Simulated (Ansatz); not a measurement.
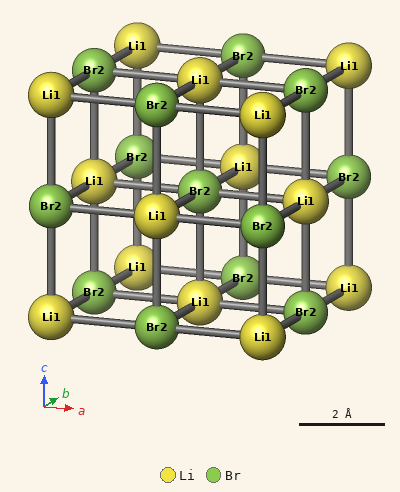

**Figure 1.** The input geometry of run A (ball-and-stick view of the cell 4 times as large as that of the calculation, set on its symmetry axes, seen slightly off an axis; atoms are numbered from 1 in the order of the input). Near neighbours in the crystal (not all of them lie inside the picture): Li has 6 Br at 2.72 Å; Br has 6 Li at 2.72 Å.

**What a change does: single-point calculation on LiBr**

System: LiBr (Fm-3m, 2 atoms in the cell).
Method of run A: DFT, r2SCAN, dispersion d3bjatm, plane waves, PAW, no spin polarisation (Ansatz 0.2.0).

The structure derives from an entry of the Crystallography Open Database. Text and figures count atoms from 1; the logs count them from 0 in places.

**The input, run A**
```yaml
crystal:
  lattice:
    - [0.0, 2.71531115, 2.71531115]
    - [2.71531115, 0.0, 2.71531115]
    - [2.71531115, 2.71531115, 0.0]
  atoms:
    - { symbol: Li, position: [0.0, 0.0, 0.0] }
    - { symbol: Br, position: [0.5, 0.5, 0.5] }
  symmetry: { detect: false }
kpoints:
  mp_grid: { grid: [6, 6, 6], shift: [0, 0, 0] }
magnetization:
  spin_polarized: false
scf:
  occupations: { method: fermi_dirac }
hamiltonian:
  pseudopotentials: { kind: paw }
  xc: r2scan
  dispersion: d3bjatm
basis:
  ecutwfc: 500
output:
  forces: true
  stress: true
  eigenvalues: true
```

Command:
```bash
ansatz run input.yaml --threads 1 --pin off --max-ram 2560MiB --backend cpu --events-out ev --progress --plain --runs-dir out
```

Hardware: 1 thread of Intel Xeon (Granite Rapids), 64 GiB of memory available, shared host.

**Output, shortened to warnings, some set-up lines, iterations and results (run A)**
```
Basis set: ecut = 500 eV, 965 PW (Γ), exchange–correlation on 120×120×120 points (64 copies of the dense FFT grid, shifted against one another)
Symmetry: 1 space group operations
k-points: 112 of 216 (time reversal used)
Initial density: superposition of atomic densities (neutral atoms: chi_scale 0, normalization atom), corrected by the library's trained network
[...]
SCF iter   1: F=—  HF=-3001.645997 eV  |F-HF|=—  |Δ(HF+E_count)|=         —  Δρ=2.41e-3  dr2=2.88e-3  dr2_τ=3.00e-3  ethr=1.77e-3  ⟨swp⟩=7.7  Hψ=7726  notcnv=0
SCF iter   2: F=—  HF=-3001.665286 eV  |F-HF|=—  |Δ(HF+E_count)|=   1.93e-2  Δρ=1.17e-3  dr2=4.84e-4  dr2_τ=2.58e-5  ethr=2.88e-5  ⟨swp⟩=2.0  Hψ=2832  notcnv=0
SCF iter   3: F=—  HF=-3001.665477 eV  |F-HF|=—  |Δ(HF+E_count)|=   1.91e-4  Δρ=1.53e-4  dr2=6.07e-6  dr2_τ=1.66e-6  ethr=4.84e-6  ⟨swp⟩=2.0  Hψ=1568  notcnv=0
SCF iter   4: F=—  HF=-3001.665485 eV  |F-HF|=—  |Δ(HF+E_count)|=   8.05e-6  Δρ=1.89e-5  dr2=6.03e-8  dr2_τ=1.00e-8  ethr=6.07e-8  ⟨swp⟩=2.6  Hψ=1605  notcnv=0
SCF iter   5: F=-3001.665485 eV  HF=-3001.665485 eV  |F-HF|=1.56e-9  |Δ(HF+E_count)|=   1.02e-7  Δρ=3.47e-6  dr2=7.09e-9  dr2_τ=6.93e-10  ethr=6.03e-10  ⟨swp⟩=2.5  Hψ=1556  …
SCF iter   6: F=-3001.665485 eV  HF=-3001.665485 eV  |F-HF|=5.00e-11  |Δ(HF+E_count)|=  7.85e-10  Δρ=6.19e-7  dr2=1.73e-10  dr2_τ=7.36e-12  ethr=7.09e-11  ⟨swp⟩=2.0  Hψ=3437  …
SCF 1 converged in 6 iterations: F = -3001.665485 eV  dr2 = 1.73e-10
SCF converged after 6 iterations
Free energy (F): -3001.665485 eV
Harris-Foulkes:  -3001.665485 eV  (|F-HF|=5.00e-11)
Internal energy: -3001.665485 eV  (E = F + TS)
E sigma→0 (E₀):  -3001.665485 eV
Fermi energy:    5.172753 eV
--- Per-component energies (eV) ---
  E_band       = -106.444613
  E_kinetic    = 157.021703
  E_local      = -305.556506  (includes V_loc(G=0)·N_el)
  E_nonlocal   = 36.799715
  E_hartree    = 78.112668
  E_xc         = -262.471903
  E_vxc        = -131.052782  (∫ρ·V_xc dr)
  E_paw        = -2291.974043  (= ΣΔE_a)
  E_vpaw       = -26.571076  (= ΣTr[D̂ρ^β])
  E_aug_tail   = -0.000099  (compensation charges beyond the density's cutoff)
  E_vtau       = 6.689066  (kinetic-family band-sum trace: ∫τ·v_τ [+ j·A + Jᵃ·Aᵃ] dr)
  E_ewald      = -413.234111
  E_disp       = -0.204715  (pairwise vdW)
  E_core_change = -0.158194  (= ΣΔE_core)
  E_smearing   = -0.000000  (= −TS)
  E_closure    = 0.000000  (closes the sum)
  Σ components = -3001.665485   (vs F -3001.665485, Δ=0.00e0)
--- Forces (eV/Å), atoms counted from 1 ---
  atom   1  Li     0.00000249     0.00000056     0.00000135
  atom   2  Br     0.00000243     0.00000067     0.00000114
  max |Σ_I F_I| component: 4.92e-6 eV/Å
--- Stress (GPa, compression-positive) ---
        0.088312      -0.000000       0.000000
       -0.000000       0.088312       0.000000
        0.000000       0.000000       0.088312
  P = ⅓ Tr σ = 0.0883 GPa (0.883 kbar)
```

For run B the input was changed thus:
```diff
-  symmetry: { detect: false }
+  symmetry: { tolerance: 0.0003 }
-  dispersion: d3bjatm
```

Predict how the results change.

The total energies belong to different models, so their difference says nothing on which is more stable or more accurate. The pressure goes from 0.09 to 0.81 GPa. The dispersion correction adds attraction between all atoms, which pulls the cell inwards and lowers the pressure. The number of SCF iterations is the same. The irreducible k-points go from 112 to 16.

**Output, shortened to warnings, some set-up lines, iterations and results (run B)**
```
Basis set: ecut = 500 eV, 965 PW (Γ), exchange–correlation on 120×120×120 points (64 copies of the dense FFT grid, shifted against one another)
Symmetry: 48 space group operations
k-points: 16 of 216
Initial density: superposition of atomic densities (neutral atoms: chi_scale 0, normalization atom), corrected by the library's trained network
[...]
SCF iter   1: F=—  HF=-3001.441321 eV  |F-HF|=—  |Δ(HF+E_count)|=         —  Δρ=2.40e-3  dr2=2.82e-3  dr2_τ=2.99e-3  ethr=1.77e-3  ⟨swp⟩=7.4  Hψ=1105  notcnv=0
SCF iter   2: F=—  HF=-3001.460573 eV  |F-HF|=—  |Δ(HF+E_count)|=   1.93e-2  Δρ=1.17e-3  dr2=4.97e-4  dr2_τ=2.44e-5  ethr=2.82e-5  ⟨swp⟩=2.0  Hψ=406  notcnv=0
SCF iter   3: F=—  HF=-3001.460760 eV  |F-HF|=—  |Δ(HF+E_count)|=   1.87e-4  Δρ=1.41e-4  dr2=4.49e-6  dr2_τ=1.38e-6  ethr=4.97e-6  ⟨swp⟩=2.0  Hψ=224  notcnv=0
SCF iter   4: F=—  HF=-3001.460770 eV  |F-HF|=—  |Δ(HF+E_count)|=   1.02e-5  Δρ=1.75e-5  dr2=4.33e-8  dr2_τ=8.41e-9  ethr=4.49e-8  ⟨swp⟩=2.1  Hψ=221  notcnv=0
SCF iter   5: F=-3001.460770 eV  HF=-3001.460770 eV  |F-HF|=9.11e-10  |Δ(HF+E_count)|=   1.07e-7  Δρ=1.97e-6  dr2=5.04e-10  dr2_τ=2.32e-10  ethr=4.33e-10  ⟨swp⟩=2.0  Hψ=224  …
SCF iter   6: F=-3001.460770 eV  HF=-3001.460770 eV  |F-HF|=9.55e-12  |Δ(HF+E_count)|=  9.13e-10  Δρ=2.47e-7  dr2=3.86e-11  dr2_τ=2.06e-12  ethr=5.04e-12  ⟨swp⟩=1.8  Hψ=444  …
SCF 1 converged in 6 iterations: F = -3001.460770 eV  dr2 = 3.86e-11
SCF converged after 6 iterations
Free energy (F): -3001.460770 eV
Harris-Foulkes:  -3001.460770 eV  (|F-HF|=9.55e-12)
Internal energy: -3001.460770 eV  (E = F + TS)
E sigma→0 (E₀):  -3001.460770 eV
Fermi energy:    5.172750 eV
--- Per-component energies (eV) ---
  E_band       = -106.444567
  E_kinetic    = 157.021698
  E_local      = -305.556493  (includes V_loc(G=0)·N_el)
  E_nonlocal   = 36.799713
  E_hartree    = 78.112661
  E_xc         = -262.471902
  E_vxc        = -131.052781  (∫ρ·V_xc dr)
  E_paw        = -2291.974044  (= ΣΔE_a)
  E_vpaw       = -26.571052  (= ΣTr[D̂ρ^β])
  E_aug_tail   = -0.000099  (compensation charges beyond the density's cutoff)
  E_vtau       = 6.689066  (kinetic-family band-sum trace: ∫τ·v_τ [+ j·A + Jᵃ·Aᵃ] dr)
  E_ewald      = -413.234111
  E_core_change = -0.158194  (= ΣΔE_core)
  E_smearing   = -0.000000  (= −TS)
  E_closure    = 0.000000  (closes the sum)
  Σ components = -3001.460770   (vs F -3001.460770, Δ=0.00e0)
--- Forces (eV/Å), atoms counted from 1 ---
  atom   1  Li    -0.00000000     0.00000000     0.00000000
  atom   2  Br     0.00000000     0.00000000    -0.00000000
  max |Σ_I F_I| component: 1.90e-30 eV/Å
--- Stress (GPa, compression-positive) ---
        0.810158       0.000000       0.000000
       -0.000000       0.810158       0.000000
        0.000000       0.000000       0.810158
  P = ⅓ Tr σ = 0.8102 GPa (8.102 kbar)
```

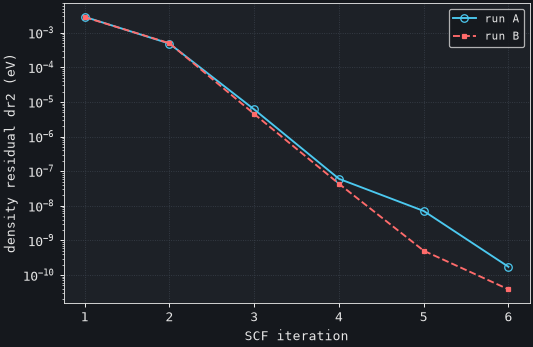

**Figure 2.** Convergence of the two runs: density residual dr2 against the SCF iteration. Run A takes 6 iterations in all, and run B takes 6.

**The two runs side by side**

```csv
quantity,run A,run B
outcome,converged,converged
free energy per atom (eV),−1500.8327,−1500.7304
gap on the mesh (eV),6.01,6.01
pressure (GPa),0.09,0.81
largest force (eV/Å),0.000,0.000
SCF iterations,6,6
irreducible k-points,112,16
plane waves at Γ,965,965
wall time (shared host),4.4 s,0.9 s
```
